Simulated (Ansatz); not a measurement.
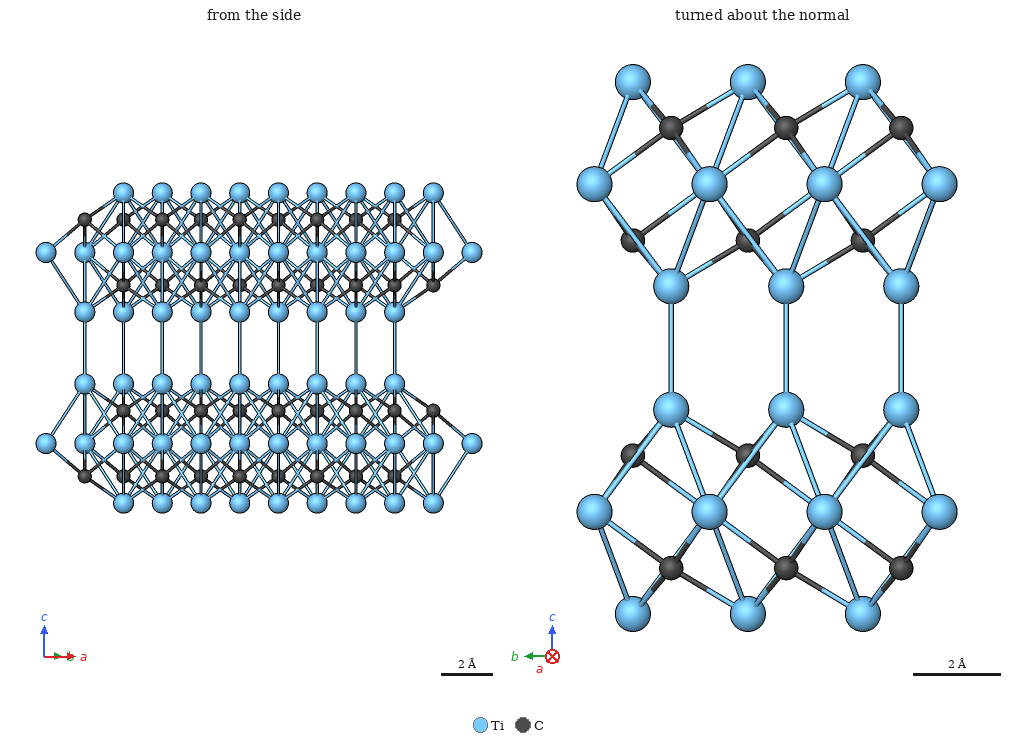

A ball-and-stick picture of a periodic slab, seen from the side and turned about the normal. The surface normal points up in side views; the vacuum is left out. 4×3 cells are drawn in the plane, with atoms at the edges repeated.

The cell holds 6 Ti, 4 C.

### Which species face the vacuum on either side?

The top face ends in Ti, the bottom face in Ti. The two faces are alike.

### How thick is it?

About 12 Å from the lowest to the highest atom.

### What is the stacking of atomic planes, top to bottom?

Ten planes: Ti / C / Ti / C / Ti / Ti / C / Ti / C / Ti.

Its origin is a structure listed in the Materials Project. The cell was then strained or its atoms displaced on purpose. It went into a calculation with Ansatz.
